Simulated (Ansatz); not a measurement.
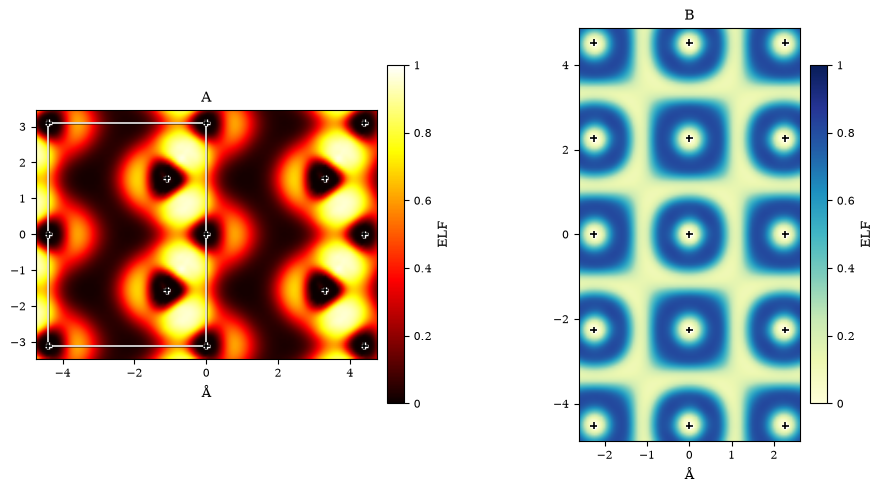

The electron localisation function of 2 systems, each on a plane through atoms (crosses mark nuclei in the plane).

All numbers below come from Ansatz, DFT LDA, scalar-relativistic, plane waves, PAW.

System 1: ZrN, the (100) plane of the conventional cell. Space group Fm-3m; computed without spin polarisation.

```
CELL_PARAMETERS angstrom
4.52456 0.00000 0.00000
0.00000 4.52456 0.00000
0.00000 0.00000 4.52456
ATOMIC_POSITIONS crystal
Zr 0.00000 0.00000 0.00000
Zr 0.50000 0.50000 0.00000
Zr 0.50000 0.00000 0.50000
Zr 0.00000 0.50000 0.50000
N 0.50000 0.00000 0.00000
N 0.00000 0.50000 0.00000
N 0.00000 0.00000 0.50000
N 0.50000 0.50000 0.50000
```

System 2: BP, the (110) plane of the conventional cell. Space group F-43m; computed pressure about 12 GPa in this cell.

```cif
data_structure
_symmetry_space_group_name_H-M 'P 1'
_symmetry_Int_Tables_number 1
_cell_length_a 4.4002
_cell_length_b 4.4002
_cell_length_c 4.4002
_cell_angle_alpha 90.000
_cell_angle_beta 90.000
_cell_angle_gamma 90.000
_cell_volume 85.19
loop_
_atom_site_label
_atom_site_type_symbol
_atom_site_fract_x
_atom_site_fract_y
_atom_site_fract_z
_atom_site_occupancy
B1 B 0.50000 0.50000 0.00000 1
B2 B 0.00000 0.50000 0.50000 1
B3 B 0.00000 0.00000 0.00000 1
B4 B 0.50000 0.00000 0.50000 1
P1 P 0.75000 0.75000 0.25000 1
P2 P 0.25000 0.75000 0.75000 1
P3 P 0.25000 0.25000 0.25000 1
P4 P 0.75000 0.25000 0.75000 1
```

Which map belongs to which system?

Answer. Panel A is system 2, BP: the plane holds B and P. B–P (1.91 Å): the ELF peaks at about 0.95 between the atoms; localised, covalent bonding. Panel B is system 1, ZrN: the plane holds Zr and N. Zr–N (2.26 Å): the ELF peaks at about 0.80 in the valence shell of N, 0.7 Å from its nucleus, and drops to about 0.15 between the two atoms; no shared electron pair shows on this line.
